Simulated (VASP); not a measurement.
AlAu

```cif
data_structure
_symmetry_space_group_name_H-M 'P 1'
_symmetry_Int_Tables_number 1
_cell_length_a 3.2239
_cell_length_b 3.2239
_cell_length_c 3.3207
_cell_angle_alpha 90.000
_cell_angle_beta 90.000
_cell_angle_gamma 90.000
_cell_volume 34.51
loop_
_atom_site_label
_atom_site_type_symbol
_atom_site_fract_x
_atom_site_fract_y
_atom_site_fract_z
_atom_site_occupancy
Al1 Al 0.00000 0.00000 0.00000 1
Au1 Au 0.50000 0.50000 0.50000 1
```

Space group P4/mmm; a structure from a database of computed crystals, not necessarily the ambient phase; changed on purpose from its base cell (strain +0.000 along x and y, +0.030 along z, atoms carried along); computed pressure about −10 GPa in this cell.

Computed with Kohn-Sham DFT of a periodic cell, LDA, VASP PAW LDA potentials, recommended in VASP.

What can the converged valence pseudo-density and electron localisation function tell about the bonding?

Al–Au (2.82 Å): the density is about 0.27 e/Å³ at the midpoint; the ELF is about 0.40 at the midpoint.
Au–Au (3.22 Å): ρ is about 0.19 e/Å³ halfway; the ELF is about 0.20 at the midpoint; no localised pair shows between them.

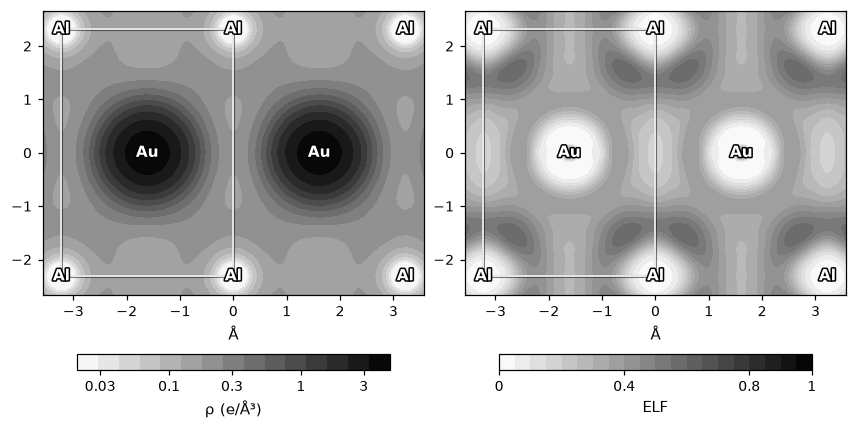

Computed valence pseudo-density and electron localisation function on the (011) plane of the conventional cell, in this order. 

In a PAW calculation such maps are meaningful between the atoms, not at the nuclei.
